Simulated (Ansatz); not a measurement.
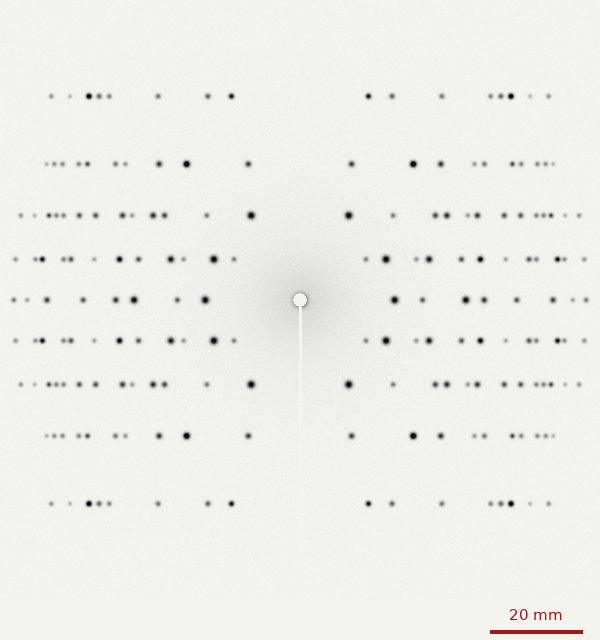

Simulated X-ray rotation photograph: Mo Kα radiation (λ = 0.7107 Å), cylindrical film of radius 57.3 mm unrolled, rotation axis vertical and normal to the beam, kinematic intensities without Lorentz or polarisation factors, the film spanning ±63° about the beam; spots down to d = 0.68 Å.

> Measure the layer lines and find the identity period along the axis.

The first layer line lies 8.9 mm from the equator, so tan ν = 0.156, sin ν = 0.154 and the period is λ/sin ν = 4.62 Å. Further lines follow at 18.5, 29.8, 44.8 mm.

The crystal is Co, space group P6/mmm (No. 191), a = 3.939 Å, c = 2.410 Å (hexagonal axes). Structure: coordinates from a relaxation with Ansatz 0.2.0, DFT, r2SCAN, plane waves (500 eV) with PAW, scalar-relativistic; the starting structure was generated, so it need not be a known form of this composition.

> About which axis was it rotated?

About [101] (or an equivalent direction), whose length in the conventional cell is 4.618 Å.
